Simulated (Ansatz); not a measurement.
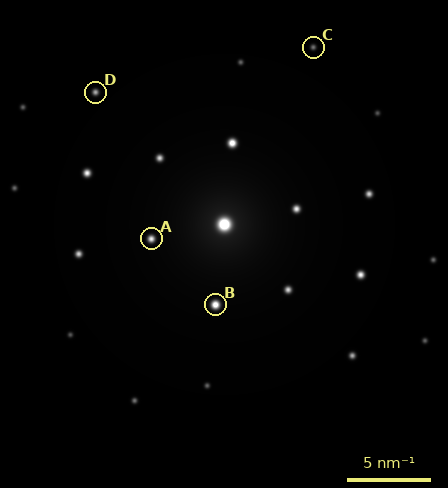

Computed electron diffraction pattern, 300 kV, single scattering only, B = 0.3 Å². The zone axis points towards the electron source and the pattern is seen from the source side.

Ru, space group P6_3/mmc (No. 194), a = 2.68 Å, c = 8.62 Å (hexagonal axes). Structure: the geometry relaxed with Ansatz 0.2.0, DFT PBEsol, scalar-relativistic, plane waves, PAW; the starting structure was generated, so it need not be a known form of this composition.

Spot A is indexed 0 -1 1 and spot B 1 -1 -2.

Q: What are the indices of the remaining marked spots?

A: C = −A − 2B = -2 3 3 (d = 0.838 Å). D = 2A − 2B = -2 0 6 (d = 0.902 Å).

Q: Give [uvw].

A: The cross product of A and B is parallel to [311]; every spot obeys hu + kv + lw = 0.

Q: What are the spacings of A and B and the angle between them?

A: d(A) = 2.238 Å, d(B) = 2.041 Å, and the angle is 72.4°.
